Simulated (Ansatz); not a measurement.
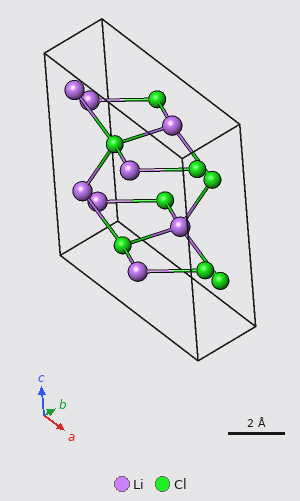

Starting frame of a dynamics run of a 16-atom cell of LiCl (set up in P6_3mc). A ball-and-stick model of the reduced simulation cell, seen slightly off an axis. Bonds to atoms that aren't drawn are left out. Lengths and directions refer to the drawn axes.

Level of theory: DFT PBE, scalar-relativistic, plane waves, PAW in Ansatz 0.2.0.

Input file:
```yaml
crystal:
  lattice:
    - [-4.0018602261, 0.0, 6.4818428698]
    - [-4.0018602261, 0.0, -6.4818428698]
    - [4.0018602262, -6.9314252364, 0.0]
  atoms:
    - { symbol: Li, position: [0.6046751667, 0.7286581667, 0.3333333333] }
    - { symbol: Li, position: [0.6046751667, 0.7286581667, 0.8333333333] }
    - { symbol: Li, position: [0.1046751667, 0.2286581667, 0.3333333333] }
    - { symbol: Li, position: [0.1046751667, 0.2286581667, 0.8333333333] }
    - { symbol: Li, position: [0.5213418333, 0.1453248333, 0.1666666667] }
    - { symbol: Li, position: [0.5213418333, 0.1453248333, 0.6666666667] }
    - { symbol: Li, position: [0.0213418333, 0.6453248333, 0.1666666667] }
    - { symbol: Li, position: [0.0213418333, 0.6453248333, 0.6666666667] }
    - { symbol: Cl, position: [0.4161586667, 0.9171746667, 0.3333333333] }
    - { symbol: Cl, position: [0.4161586667, 0.9171746667, 0.8333333333] }
    - { symbol: Cl, position: [0.9161586667, 0.4171746667, 0.3333333333] }
    - { symbol: Cl, position: [0.9161586667, 0.4171746667, 0.8333333333] }
    - { symbol: Cl, position: [0.8328253333, 0.8338413333, 0.1666666667] }
    - { symbol: Cl, position: [0.8328253333, 0.8338413333, 0.6666666667] }
    - { symbol: Cl, position: [0.3328253333, 0.3338413333, 0.1666666667] }
    - { symbol: Cl, position: [0.3328253333, 0.3338413333, 0.6666666667] }
basis:
  ecutwfc: 420
kpoints:
  mp_grid: { grid: [2, 2, 2], shift: [0.5, 0.5, 0.5] }
hamiltonian:
  xc: pbe
scf:
  occupations: { method: fermi_dirac, width: 0.1551 }
  lower_state_search: "off"
  convergence: { dr2_threshold: 1.0e-07 }
output:
  forces: true
  stress: true
md:
  timestep: 1.5
  n_steps: 55
  ensemble: nve
  temperature: 1800.0
  initial_velocities: maxwell_boltzmann
  seed: 70580
```

Launched with:
```bash
ansatz run input.yaml --threads 4 --pin off --max-ram 5120MiB --backend cpu --events-out ev --progress --plain --runs-dir out
```

Question: What does the trajectory do?

Answer: The mean temperature in the second half is 573 K (standard deviation 65 K). The first frame carries almost no forces, so kinetic energy first flows into potential energy: the temperature drops from 1800 to 518 K within 70 fs, and without a thermostat its mean stays below the start. The potential energy is still drifting at the end, so the run hasn't reached equilibrium. The potential energy in the second half lies on average 149 meV per atom above the first frame. The mean pressure there is −0.5 GPa. In the second half of the run the atoms are, in the root-mean-square, this far from where they began (common drift taken out): Li 0.79 Å, Cl 0.50 Å. The run lasts only 82 fs, too short to tell vibration from diffusion.

Along the run (each row but the first and the last is the mean over the interval that it begins):

```json
{"time (fs)": "0.0", "potential energy (meV/atom)": "0.0", "T (K)": "1800", "p (GPa)": "-0.3"}
{"time (fs)": "7.5", "potential energy (meV/atom)": "33.2", "T (K)": "1526", "p (GPa)": "0.1"}
{"time (fs)": "15.0", "potential energy (meV/atom)": "74.3", "T (K)": "1189", "p (GPa)": "0.5"}
{"time (fs)": "22.5", "potential energy (meV/atom)": "98.1", "T (K)": "991", "p (GPa)": "0.5"}
{"time (fs)": "30.0", "potential energy (meV/atom)": "110.0", "T (K)": "893", "p (GPa)": "0.3"}
{"time (fs)": "37.5", "potential energy (meV/atom)": "125.5", "T (K)": "765", "p (GPa)": "0.1"}
{"time (fs)": "45.0", "potential energy (meV/atom)": "139.4", "T (K)": "651", "p (GPa)": "-0.1"}
{"time (fs)": "52.5", "potential energy (meV/atom)": "147.4", "T (K)": "584", "p (GPa)": "-0.3"}
{"time (fs)": "60.0", "potential energy (meV/atom)": "152.9", "T (K)": "539", "p (GPa)": "-0.6"}
{"time (fs)": "67.5", "potential energy (meV/atom)": "155.3", "T (K)": "520", "p (GPa)": "-0.8"}
{"time (fs)": "75.0", "potential energy (meV/atom)": "155.0", "T (K)": "522", "p (GPa)": "-0.8"}
{"time (fs)": "82.5", "potential energy (meV/atom)": "155.5", "T (K)": "518", "p (GPa)": "-0.8"}
```

The paths of the atoms:

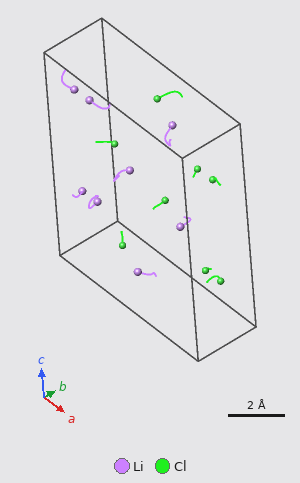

Cost: 69 s on 4 threads of Arm Neoverse V2 (shared host), peak memory 0.71 GiB.
